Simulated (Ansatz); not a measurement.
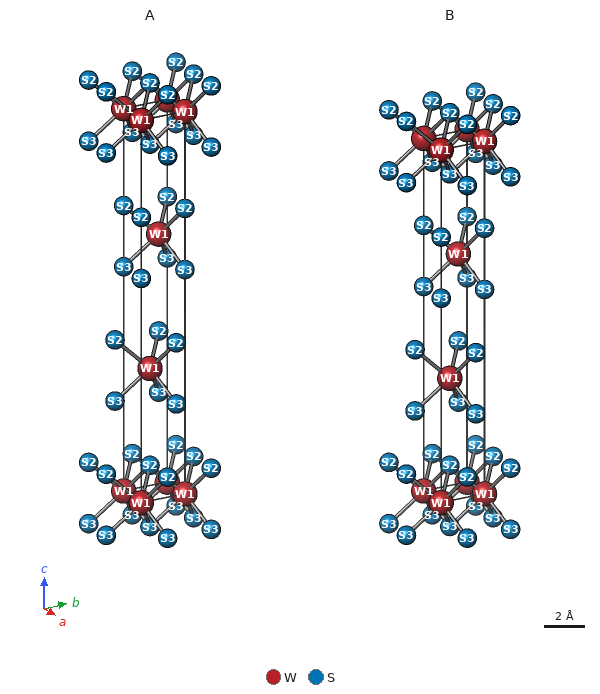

Two geometries of a crystal of WS$_{2}$ (set up in R3m): one is the relaxed structure, the other was perturbed away from it. A ball-and-stick model of the conventional cell (3 times the calculation's cell), seen slightly off an axis. Lengths and directions refer to the drawn axes.

These are results of DFT PBE+D3(BJ), scalar-relativistic, plane waves, PAW in Ansatz, not measurements. Set-up: plane-wave cutoff 420 eV; k-point mesh 12 × 12 × 12; occupations gaussian; smearing width 0.02 eV; no spin polarisation.

Which one is perturbed?

Structure A is the perturbed one. The volume is changed by +10.0 %. The cell's shape and the atoms are relaxed at that volume. Energy change: +16.5 meV per atom. The pressure goes from 0.0 to −2.4 GPa. Cell: a = b 3.157 → 3.180 Å (+0.7 %), c 18.118 → 19.648 Å (+8.4 %). Volume +10.0 %. The largest moves relative to the cell, 0.13 Å, are those of S2 and S3. S3 goes along +c. W stays in place. Some distances before and after: S–W 2.407 → 2.417 Å. The space group stays R3m (No. 160).
